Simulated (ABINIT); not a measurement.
## Run report: SiO₂, dielectric calculation (part 2 of 3)

SiO₂ (P4₂/mnm, 6 atoms in the cell); Kohn-Sham DFT of a periodic cell, PBE, SG15 NC PBE v1.2, no spin polarisation (ABINIT 10.8.3); cutoff 1088.46 eV, 4×4×6 k-mesh, fixed occupations. The structure derives from a Materials Project entry.

Geometry of the input (Å; fractional positions):
```
4.2332  0.0000  0.0000
0.0000  4.2332  0.0000
0.0000  0.0000  2.6935
Si 0.0000  0.0000  0.0000
Si 0.5000  0.5000  0.5000
O  0.8068  0.1932  0.5000
O  0.3068  0.3068  0.0000
O  0.1932  0.8068  0.5000
O  0.6932  0.6932  0.0000
```

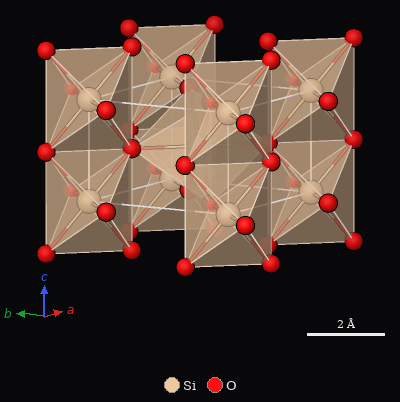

**Figure 1.** The structure (polyhedral view of the cell of the calculation, seen at an oblique angle; polyhedra are completed across the faces of the cell). An atom can appear more than once, as a periodic image.

**Output, continued**
```
 cartesian coordinates (angstrom) at end:
    1      0.00000000000000     0.00000000000000     0.00000000000000
    2      2.11658450000000     2.11658450000000     1.34674750000000
    3      3.41548584279100     0.81768315720900     1.34674750000000
    4      1.29890134279100     1.29890134279100     0.00000000000000
    5      0.81768315720900     3.41548584279100     1.34674750000000
    6      2.93426765720900     2.93426765720900     0.00000000000000

 cartesian forces (hartree/bohr) at end:
    1     -0.00000000000000    -0.00000000000000    -0.00000000000000
    2     -0.00000000000000    -0.00000000000000    -0.00000000000000
    3     -0.00097424907668     0.00097424907668    -0.00000000000000
    4     -0.00097424907668    -0.00097424907668    -0.00000000000000
    5      0.00097424907668    -0.00097424907668    -0.00000000000000
    6      0.00097424907668     0.00097424907668    -0.00000000000000
 frms,max,avg= 6.4949938E-04 9.7424908E-04   0.000E+00  0.000E+00  0.000E+00 h/b

 cartesian forces (eV/Angstrom) at end:
    1     -0.00000000000000    -0.00000000000000    -0.00000000000000
    2     -0.00000000000000    -0.00000000000000    -0.00000000000000
    3     -0.05009790179370     0.05009790179370    -0.00000000000000
    4     -0.05009790179370    -0.05009790179370    -0.00000000000000
    5      0.05009790179370    -0.05009790179370    -0.00000000000000
    6      0.05009790179370     0.05009790179370    -0.00000000000000
 frms,max,avg= 3.3398601E-02 5.0097902E-02   0.000E+00  0.000E+00  0.000E+00 e/A
 length scales=  7.999530054683  7.999530054683  5.089967871502 bohr
              =  4.233169000000  4.233169000000  2.693495000000 angstroms
 Fermi (or HOMO) energy (hartree) =   0.34251   Average Vxc (hartree)=  -0.42981
 Eigenvalues (hartree) for nkpt=   9  k points:
 kpt#   1, nband= 16, wtk=  0.08333, kpt=  0.1250  0.1250  0.0833 (reduced coord)
  -0.45230   -0.35450   -0.33418   -0.31305   -0.02587    0.10165    0.12432    0.15563
   0.15704    0.18853    0.22473    0.22829    0.24835    0.30211    0.31407    0.34251
 prteigrs : prtvol=0 or 1, do not print more k-points.

--- !EnergyTerms
iteration_state     : {dtset: 1, }
comment             : Components of total free energy in Hartree
kinetic             :  4.97990727470158E+01
hartree             :  1.60188742075047E+01
xc                  : -1.69828246535346E+01
Ewald energy        : -6.31235862076960E+01
psp_core            :  4.85313085595237E-01
local_psp           : -5.64690474385667E+01
non_local_psp       : -1.79031557640030E+00
total_energy        : -7.20625138360819E+01
total_energy_eV     : -1.96092089784997E+03
band_energy         :  1.48781349885627E+00
...

 Cartesian components of stress tensor (hartree/bohr^3)
  sigma(1 1)= -1.85795889E-05  sigma(3 2)=  0.00000000E+00
  sigma(2 2)= -1.85795889E-05  sigma(3 1)=  0.00000000E+00
  sigma(3 3)= -2.79462670E-05  sigma(2 1)=  0.00000000E+00

-Cartesian components of stress tensor (GPa)         [Pressure=  6.3849E-01 GPa]
- sigma(1 1)= -5.46630378E-01  sigma(3 2)=  0.00000000E+00
- sigma(2 2)= -5.46630378E-01  sigma(3 1)=  0.00000000E+00
- sigma(3 3)= -8.22207561E-01  sigma(2 1)=  0.00000000E+00

================================================================================
== DATASET  2 ==================================================================

--- !DatasetInfo
iteration_state: {dtset: 2, }
dimensions: {natom: 6, nkpt: 48, mband: 16, nsppol: 1, nspinor: 1, nspden: 1, mpw: 3953, }
cutoff_energies: {ecut:  40.0, pawecutdg:  -1.0, }
electrons: {nelect:   3.20000000E+01, charge:   0.00000000E+00, occopt:   1.00000000E+00, tsmear:   1.00000000E-02, }
meta: {optdriver: 1, rfelfd: 2, }
...

 mkfilename : getwfk/=0, take file _WFK from output of DATASET   1.

 Exchange-correlation functional for the present dataset will be:
  GGA: Perdew-Burke-Ernzerhof functional - ixc=11
  J.P.Perdew, K.Burke, M.Ernzerhof, PRL 77, 3865 (1996)

 Real(R)+Recip(G) space primitive vectors, cartesian coordinates (Bohr,Bohr^-1):
 R(1)=  7.9995301  0.0000000  0.0000000  G(1)=  0.1250073  0.0000000  0.0000000
 R(2)=  0.0000000  7.9995301  0.0000000  G(2)=  0.0000000  0.1250073  0.0000000
 R(3)=  0.0000000  0.0000000  5.0899679  G(3)=  0.0000000  0.0000000  0.1964649
 Unit cell volume ucvol=  3.2571967E+02 bohr^3
 Angles (23,13,12)=  9.00000000E+01  9.00000000E+01  9.00000000E+01 degrees
 setup1 : take into account q-point for computing boxcut.

 getcut: wavevector=  0.0000  0.0000  0.0000  ngfft=  48  48  30
         ecut(hartree)=     40.000   => boxcut(ratio)=   2.07019
--------------------------------------------------------------------------------

 ==>  initialize data related to q vector <==

 The list of irreducible perturbations for this q vector is:
    1)    idir= 1    ipert=   7
    2)    idir= 2    ipert=   7
    3)    idir= 3    ipert=   7

================================================================================

--------------------------------------------------------------------------------
 Perturbation wavevector (in red.coord.)   0.000000  0.000000  0.000000
 Perturbation : derivative vs k along direction   1
 The set of symmetries contains only one element for this perturbation.
 symkpt : not enough symmetry to change the number of k points.

--------------------------------------------------------------------------------

--------------------------------------------------------------------------------

 Initialisation of the first-order wave-functions :
  ireadwf=   0

--- !BeginCycle
iteration_state: {dtset: 2, }
solver: {iscf: -3, nstep: 80, nline: 4, wfoptalg: 0, }
tolerances: {tolwfr: 1.00E-18, }
...

     iter   2DEtotal(Ha)        deltaE(Ha) residm    vres2
-ETOT  1  -19.904919077561     -1.990E+01 4.440E-02 0.000E+00
 ETOT  2  -19.948116234376     -4.320E-02 1.062E-03 0.000E+00
 ETOT  3  -19.948499134898     -3.829E-04 2.112E-05 0.000E+00
 ETOT  4  -19.948504893999     -5.759E-06 5.637E-07 0.000E+00
 ETOT  5  -19.948505012821     -1.188E-07 1.463E-08 0.000E+00
 ETOT  6  -19.948505015717     -2.896E-09 3.939E-10 0.000E+00
 ETOT  7  -19.948505015796     -7.915E-11 1.378E-11 0.000E+00
 ETOT  8  -19.948505015799     -2.363E-12 4.945E-13 0.000E+00
 ETOT  9  -19.948505015799     -1.172E-13 1.917E-14 0.000E+00
 ETOT 10  -19.948505015799      0.000E+00 7.036E-16 0.000E+00
 ETOT 11  -19.948505015799     -7.105E-15 2.758E-17 0.000E+00
 ETOT 12  -19.948505015799      1.066E-14 1.024E-18 0.000E+00
 ETOT 13  -19.948505015799      0.000E+00 9.982E-19 0.000E+00

 At SCF step   13   max residual=  9.98E-19 < tolwfr=  1.00E-18 =>converged.
================================================================================

 ----iterations are completed or convergence reached----

 Mean square residual over all n,k,spin=   55.884E-20; max=  99.816E-20
 dfpt_looppert : ek2=    3.9483056187E+01
          f-sum rule ratio=    9.9992035727E-01
 Expectation of eigenvalue derivatives (hartree) for nkpt=  48  k points:
  (in case of degenerate eigenvalues, averaged derivative)
 kpt#   1, nband= 16, wtk=  0.02083, kpt=  0.1250  0.1250  0.0833 (reduced coord)
   0.04468   -0.09863   -0.01356    0.03746    0.07205   -0.12689   -0.00249    0.10747
   0.03139    0.09247   -0.00698   -0.00382   -0.00964   -0.11495   -0.03601   -0.05218
 prteigrs : prtvol=0 or 1, do not print more k-points.

 2DEtotal=   -0.1994850502E+02 Ha. Also 2DEtotal=   -0.542826475015E+03 eV
    (  non-var. 2DEtotal :   -1.9948505014E+01 Ha)

--------------------------------------------------------------------------------
 Perturbation wavevector (in red.coord.)   0.000000  0.000000  0.000000
 Perturbation : derivative vs k along direction   2
 The set of symmetries contains only one element for this perturbation.
 symkpt : not enough symmetry to change the number of k points.

--------------------------------------------------------------------------------

--------------------------------------------------------------------------------

 Initialisation of the first-order wave-functions :
  ireadwf=   0

--- !BeginCycle
iteration_state: {dtset: 2, }
solver: {iscf: -3, nstep: 80, nline: 4, wfoptalg: 0, }
tolerances: {tolwfr: 1.00E-18, }
...

     iter   2DEtotal(Ha)        deltaE(Ha) residm    vres2
-ETOT  1  -19.904919077340     -1.990E+01 4.440E-02 0.000E+00
 ETOT  2  -19.948116234154     -4.320E-02 1.062E-03 0.000E+00
 ETOT  3  -19.948499134675     -3.829E-04 2.112E-05 0.000E+00
 ETOT  4  -19.948504893777     -5.759E-06 5.637E-07 0.000E+00
 ETOT  5  -19.948505012598     -1.188E-07 1.463E-08 0.000E+00
 ETOT  6  -19.948505015495     -2.896E-09 3.939E-10 0.000E+00
 ETOT  7  -19.948505015574     -7.913E-11 1.378E-11 0.000E+00
 ETOT  8  -19.948505015576     -2.359E-12 4.945E-13 0.000E+00
 ETOT  9  -19.948505015576     -8.527E-14 1.917E-14 0.000E+00
 ETOT 10  -19.948505015576      7.105E-15 7.036E-16 0.000E+00
 ETOT 11  -19.948505015576      1.066E-14 2.758E-17 0.000E+00
 ETOT 12  -19.948505015576     -7.105E-15 1.024E-18 0.000E+00
 ETOT 13  -19.948505015576     -3.553E-15 9.982E-19 0.000E+00

 At SCF step   13   max residual=  9.98E-19 < tolwfr=  1.00E-18 =>converged.
================================================================================

 ----iterations are completed or convergence reached----

 Mean square residual over all n,k,spin=   55.884E-20; max=  99.816E-20
 dfpt_looppert : ek2=    3.9483056187E+01
          f-sum rule ratio=    9.9992035726E-01
 Expectation of eigenvalue derivatives (hartree) for nkpt=  48  k points:
  (in case of degenerate eigenvalues, averaged derivative)
 kpt#   1, nband= 16, wtk=  0.02083, kpt=  0.1250  0.1250  0.0833 (reduced coord)
   0.04468   -0.09863   -0.01356    0.03746    0.07205   -0.12689   -0.00249    0.10747
   0.03139    0.09247   -0.00698   -0.00382   -0.00964   -0.11495   -0.03601   -0.05218
 prteigrs : prtvol=0 or 1, do not print more k-points.

 2DEtotal=   -0.1994850502E+02 Ha. Also 2DEtotal=   -0.542826475009E+03 eV
    (  non-var. 2DEtotal :   -1.9948505014E+01 Ha)

--------------------------------------------------------------------------------
 Perturbation wavevector (in red.coord.)   0.000000  0.000000  0.000000
 Perturbation : derivative vs k along direction   3
 The set of symmetries contains only one element for this perturbation.
 symkpt : not enough symmetry to change the number of k points.

--------------------------------------------------------------------------------

--------------------------------------------------------------------------------

 Initialisation of the first-order wave-functions :
  ireadwf=   0

--- !BeginCycle
iteration_state: {dtset: 2, }
solver: {iscf: -3, nstep: 80, nline: 4, wfoptalg: 0, }
tolerances: {tolwfr: 1.00E-18, }
...

     iter   2DEtotal(Ha)        deltaE(Ha) residm    vres2
-ETOT  1  -49.059869509055     -4.906E+01 1.242E-01 0.000E+00
 ETOT  2  -49.159827854882     -9.996E-02 1.658E-03 0.000E+00
 ETOT  3  -49.160449580051     -6.217E-04 8.750E-06 0.000E+00
 ETOT  4  -49.160455128098     -5.548E-06 2.450E-07 0.000E+00
 ETOT  5  -49.160455192068     -6.397E-08 2.133E-09 0.000E+00
 ETOT  6  -49.160455192961     -8.926E-10 6.554E-11 0.000E+00
 ETOT  7  -49.160455192975     -1.442E-11 6.013E-13 0.000E+00
 ETOT  8  -49.160455192975     -6.395E-14 2.105E-14 0.000E+00
 ETOT  9  -49.160455192975     -9.237E-14 2.854E-16 0.000E+00
 ETOT 10  -49.160455192975     -3.553E-14 8.765E-18 0.000E+00
 ETOT 11  -49.160455192975     -1.421E-14 9.952E-19 0.000E+00

 At SCF step   11   max residual=  9.95E-19 < tolwfr=  1.00E-18 =>converged.
================================================================================

 ----iterations are completed or convergence reached----

 Mean square residual over all n,k,spin=   52.674E-20; max=  99.525E-20
 dfpt_looppert : ek2=    9.7523578473E+01
          f-sum rule ratio=    9.9942840038E-01
 Expectation of eigenvalue derivatives (hartree) for nkpt=  48  k points:
  (in case of degenerate eigenvalues, averaged derivative)
 kpt#   1, nband= 16, wtk=  0.02083, kpt=  0.1250  0.1250  0.0833 (reduced coord)
   0.07740    0.04121    0.03991    0.01130    0.03974   -0.03153    0.06628    0.06719
  -0.18895   -0.14895   -0.17043   -0.25585   -0.30257    0.02336   -0.04515   -0.03906
 prteigrs : prtvol=0 or 1, do not print more k-points.

 2DEtotal=   -0.4916045519E+02 Ha. Also 2DEtotal=   -0.133772413428E+04 eV
    (  non-var. 2DEtotal :   -4.9160455190E+01 Ha)
================================================================================

 ---- first-order wavefunction calculations are completed ----

 Total localisation tensor (bohr^2) in cartesian coordinates
  WARNING : still subject to testing - especially symmetries.
      direction              matrix element
   alpha     beta       real part   imaginary part
     1        1       0.5921688515    0.0000000000
     1        2       0.0000000000    0.0000000000
     1        3       0.0000000000    0.0000000000
     2        1       0.0000000000    0.0000000000
     2        2       0.5921688515   -0.0000000000
     2        3       0.0000000000    0.0000000000
     3        1       0.0000000000    0.0000000000
     3        2       0.0000000000    0.0000000000
     3        3       0.6224438324    0.0000000000

 respfn : d/dk was computed, but no 2DTE, so no DDB output.

================================================================================
== DATASET  3 ==================================================================

--- !DatasetInfo
iteration_state: {dtset: 3, }
dimensions: {natom: 6, nkpt: 48, mband: 16, nsppol: 1, nspinor: 1, nspden: 1, mpw: 3953, }
cutoff_energies: {ecut:  40.0, pawecutdg:  -1.0, }
electrons: {nelect:   3.20000000E+01, charge:   0.00000000E+00, occopt:   1.00000000E+00, tsmear:   1.00000000E-02, }
meta: {optdriver: 1, rfelfd: 3, }
...

 mkfilename : getwfk/=0, take file _WFK from output of DATASET   1.

 mkfilename : getddk/=0, take file _1WF from output of DATASET   2.

 Exchange-correlation functional for the present dataset will be:
  GGA: Perdew-Burke-Ernzerhof functional - ixc=11
  J.P.Perdew, K.Burke, M.Ernzerhof, PRL 77, 3865 (1996)
```
